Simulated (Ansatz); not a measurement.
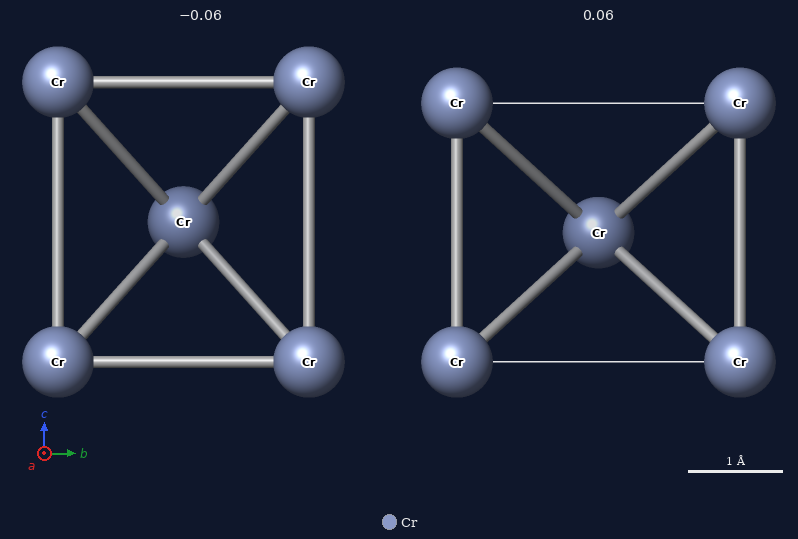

Solid Cr (set up in Im-3m), under biaxial strain in the a–b plane (c relaxed, atoms fixed by symmetry), with energies (extrapolated to zero smearing) counted from the relaxed crystal, which is the row at zero. The picture shows the first and the last member. The picture is a ball-and-stick view of the cell of the calculation, seen along the a axis.

Computed with Ansatz 0.2.0: DFT PBE, scalar-relativistic, plane waves, PAW. Settings: plane-wave cutoff 420 eV; k-point mesh 18 × 18 × 18; occupations gaussian; smearing width 0.1 eV; no spin polarisation; force threshold 0.008 eV/Å.

```
strain  energy (meV/atom)  a (Å)  c (Å)
 −0.06             159.66  2.677  2.983
 −0.04              69.47  2.734  2.927
 −0.02              16.95  2.791  2.883
   0.0               0.00  2.848  2.848
  0.02                  ?      ?      ?
  0.04              57.74  2.962  2.788
  0.06             123.51  3.019  2.758
```

**Estimate the missing row from the others, and compare with the calculation.**

A parabola through three neighbouring rows (0.0, 0.04, 0.06) gives, with Lagrange weights, (0.3333)(0.00) + (1.0000)(57.74) + (−0.3333)(123.51) = 16.57 meV/atom. The calculation gives 15.12 meV/atom (a = 2.905 Å, c = 2.817 Å). The estimate is 1.45 meV/atom too high. From the first member to the last: Cr–Cr 2.677 → 3.019 Å, Cr–Cr 2.983 → 2.758 Å, Cr–Cr 2.410 → 2.541 Å.

The whole series:

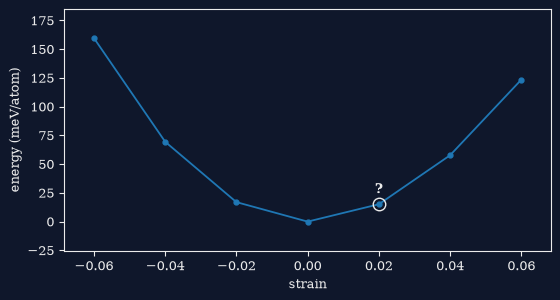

Each member starts from this one structure; whether another phase lies lower wasn't checked.

Limits of the set-up: an element that often carries a moment was run without spin polarisation.
